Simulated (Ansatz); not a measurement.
**Cu: 5 runs along one coordinate**

System: Cu (3 atoms in the cell).
Method: DFT, RPBE, plane waves (420 eV) with PAW, scalar-relativistic, no spin polarisation (Ansatz 0.2.0).

The 5 runs differ only in the geometry, by an even scaling of the cell at fixed fractional positions.

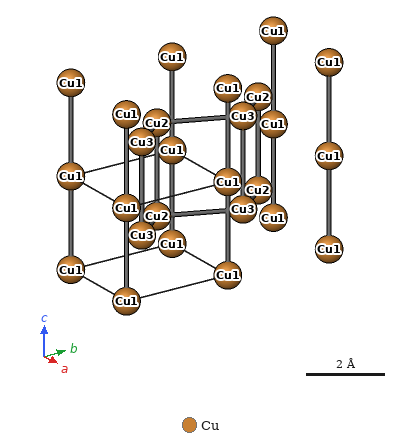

Figure 1. The structure of run 3 (ball-and-stick view of the cell of the calculation, repeated 1 × 2 × 2, seen slightly off an axis; atoms are numbered from 1 in the order of the input).

## Input of run 3
```yaml
crystal:
  lattice:
    - [4.1195682924, 0.0, 0.0]
    - [-2.0597841462, 3.5676507938, 0.0]
    - [0.0, 0.0, 2.4749086687]
  atoms:
    - { symbol: Cu, position: [0.0, 0.0, 0.0] }
    - { symbol: Cu, position: [0.3333333333, 0.6666666667, 0.5] }
    - { symbol: Cu, position: [0.6666666667, 0.3333333333, 0.5] }
hamiltonian:
  xc: rpbe
  pseudopotentials:
    kind: paw
    azcp:
      Cu: "pseudopotentials/Cu.paw.azcp"
basis:
  ecutwfc: 420
  fft_grid_basis: typed
kpoints:
  mp_grid: { grid: [10, 10, 14], shift: [0, 0, 0] }
magnetization:
  spin_polarized: false
scf:
  occupations: { method: fermi_dirac, width: 0.1 }
  lower_state_search: "off"
output:
  stress: true
```

Lattice vectors (Å) and fractional positions of run 3:
```
   4.119568    0.000000    0.000000
  -2.059784    3.567651    0.000000
   0.000000    0.000000    2.474909
Cu  0.000000  0.000000  0.000000
Cu  0.333333  0.666667  0.500000
Cu  0.666667  0.333333  0.500000
```

Run 2 differs from it as follows:
```diff
-    - [4.1195682924, 0.0, 0.0]
-    - [-2.0597841462, 3.5676507938, 0.0]
-    - [0.0, 0.0, 2.4749086687]
+    - [4.0615384741, 0.0, 0.0]
+    - [-2.030769237, 3.517395497, 0.0]
+    - [0.0, 0.0, 2.4400461563]
```

## Results, with one run withheld

```tsv
run	volume per atom (Å³)	free energy per atom, from the lowest run given (meV)	pressure (GPa)
1	11.114	86.70	20.85
2	11.620	?	?
3	12.125	8.09	5.34
4	12.630	0.00	0.00
5	13.640	25.38	−7.44
```

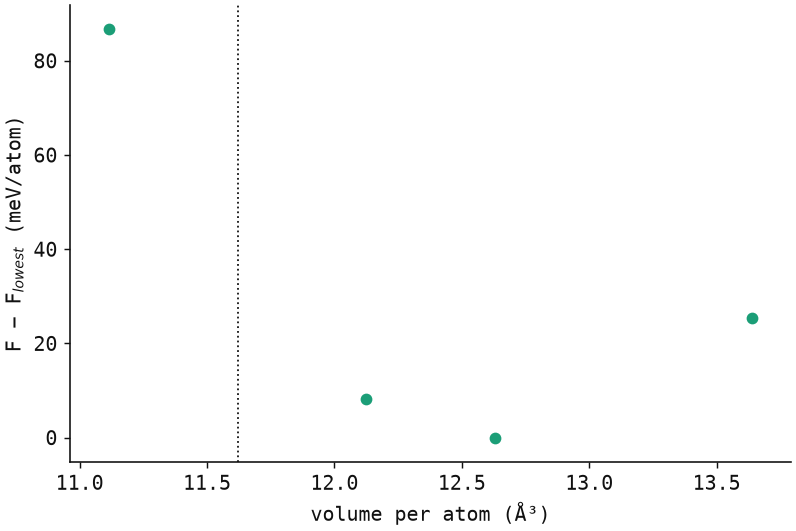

Figure 2. Free energy per atom of the runs given; the dotted line marks run 2.

What should run 2 give?

A quadratic polynomial in V^(−2/3) (the Birch–Murnaghan form), fitted to the 4 runs given, misses them by at most 0.35 meV per atom. With x = V^(−2/3) − 0.18746 Å⁻², it reads F = 2.9923 + 2057.6 x + 3.1612e+05 x² (meV per atom). At run 2 it gives 35.95 meV per atom, and the run itself gives 35.23. The slope of the fit gives a pressure −dF/dV of 12.14 GPa there, and the run prints 12.15 GPa. The fit has its minimum at 12.649 Å³ per atom, where V d²F/dV² gives 121 GPa. Cell shape and fractional positions are held, so this is the stiffness under even scaling; the relaxed bulk modulus wasn't computed. So low a polynomial doesn't follow these energies more closely.

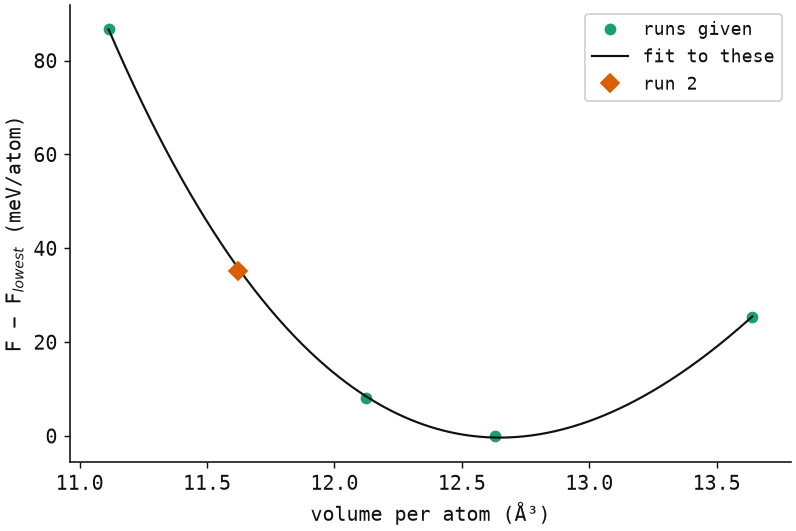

Figure 3. The fit and the withheld run.

## Output, shortened to warnings, some set-up lines, iterations and results (run 2)
```
Basis set: ecut = 420 eV, 669 PW (Γ)
Symmetry: 24 space group operations
k-points: 112 of 1400
Initial density: superposition of atomic densities (neutral atoms: chi_scale 0, normalization atom), corrected by the library's trained network
[...]
SCF iter   1: F=—  HF=-19890.791760 eV  |F-HF|=—  |Δ(HF+E_count)|=         —  Δρ=1.01e-2  dr2=1.81e-2  ethr=1.77e-3  ⟨swp⟩=5.0  Hψ=11978  notcnv=0
SCF iter   2: F=—  HF=-19890.788486 eV  |F-HF|=—  |Δ(HF+E_count)|=   3.27e-3  Δρ=2.57e-3  dr2=1.34e-3  ethr=3.17e-5  ⟨swp⟩=2.3  Hψ=6169  notcnv=0
SCF iter   3: F=—  HF=-19890.788356 eV  |F-HF|=—  |Δ(HF+E_count)|=   1.30e-4  Δρ=7.53e-4  dr2=1.00e-4  ethr=2.36e-6  ⟨swp⟩=1.2  Hψ=3743  notcnv=0
SCF iter   4: F=—  HF=-19890.788355 eV  |F-HF|=—  |Δ(HF+E_count)|=   1.15e-6  Δρ=8.66e-5  dr2=1.15e-6  ethr=1.76e-7  ⟨swp⟩=2.2  Hψ=5130  notcnv=0
SCF iter   5: F=—  HF=-19890.788358 eV  |F-HF|=—  |Δ(HF+E_count)|=   3.28e-6  Δρ=4.24e-5  dr2=2.50e-7  ethr=2.01e-9  ⟨swp⟩=2.0  Hψ=6748  notcnv=0
SCF iter   6: F=-19890.788358 eV  HF=-19890.788358 eV  |F-HF|=1.01e-8  |Δ(HF+E_count)|=   1.64e-7  Δρ=8.18e-6  dr2=1.14e-8  ethr=1.75e-10  ⟨swp⟩=4.6  Hψ=14308  notcnv=0
SCF 1 converged in 6 iterations: F = -19890.788358 eV  dr2 = 1.14e-8
SCF converged after 6 iterations
Free energy (F): -19890.788358 eV
Harris-Foulkes:  -19890.788358 eV  (|F-HF|=1.01e-8)
Internal energy: -19890.756442 eV  (E = F + TS)
E sigma→0 (E₀):  -19890.772400 eV
Entropy (-TS):   -0.031916 eV (-10.639 meV/atom)
Fermi energy:    17.291305 eV
--- Per-component energies (eV) ---
  E_band       = -1054.285402
  E_kinetic    = 900.402613
  E_local      = -12093.714414  (includes V_loc(G=0)·N_el)
  E_nonlocal   = 1168.645178
  E_hartree    = 5335.719377
  E_xc         = -269.375192
  E_vxc        = -347.195789  (∫ρ·V_xc dr)
  E_paw        = -5004.495237  (= ΣΔE_a)
  E_vpaw       = -1353.867005  (= ΣTr[D̂ρ^β])
  E_aug_tail   = 0.000789  (compensation charges beyond the density's cutoff)
  E_ewald      = -9927.812771
  E_core_change = -0.126783  (= ΣΔE_core)
  E_smearing   = -0.031916  (= −TS)
  E_closure    = 0.000000  (closes the sum)
  Σ components = -19890.788358   (vs F -19890.788358, Δ=0.00e0)
--- Stress (GPa, compression-positive) ---
       12.362945       0.000000       0.000000
        0.000000      12.362945       0.000000
        0.000000       0.000000      11.729328
  P = ⅓ Tr σ = 12.1517 GPa (121.517 kbar)
```
